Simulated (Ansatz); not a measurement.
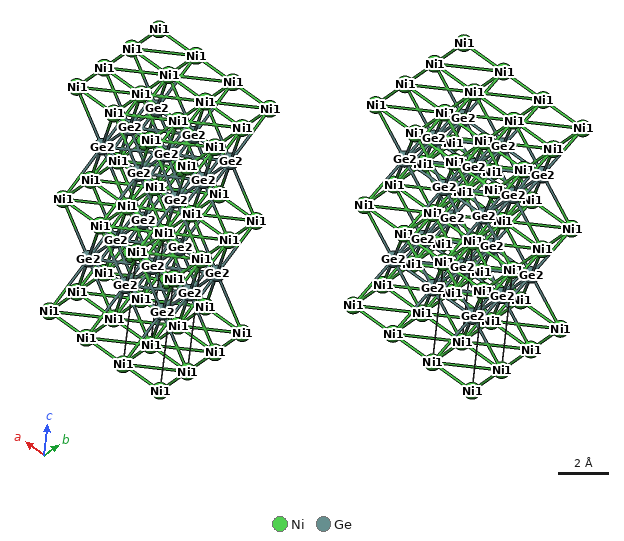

Two geometries of a crystal of NiGe (built on the CuPt (L1 type), drawn at one scale. One is the start of a relaxation, the other its converged end. The picture is a ball-and-stick view of the reduced cell, repeated 3 × 3 × 2 with one cell outlined, seen slightly off an axis. Lengths and directions refer to the drawn axes.

Method: DFT r2SCAN, scalar-relativistic, plane waves, PAW in Ansatz. Set-up: plane-wave cutoff 500 eV; k-point mesh 18 × 18 × 18; occupations gaussian; smearing width 0.1 eV; collinear spin; cell and atoms relaxed; force threshold 0.01 eV/Å; at most 80 steps.

Which of the two is the end point?

Answer. The right one is the relaxed one. After 6 accepted moves (8 points after the start) the energy has fallen by 223 meV per atom. All forces vanish by symmetry, so only the cell relaxes. The pressure goes from −0.31 to 0.00 GPa. At 2 points the geometry stayed and the basis and grid were re-selected for the new cell (energy shift of 0.8 meV per atom at most each time). The atoms keep their places relative to the cell (all moves are under 0.005 Å). The volume changes by −0.3 %, with a = b 2.637 → 2.832 Å (+7.4 %), c 4.568 → 4.069 Å (−10.9 %), α 73.2° → 69.6°, β 73.2° → 69.6°. Among the contacts that change: Ni1–Ni1 2.637 → 2.832 Å, Ge2–Ge2 2.637 → 2.832 Å, Ni1–Ge2 2.637 → 2.478 Å. The space group stays R-3m (No. 166). The program noted that the starting moments weren't kept.
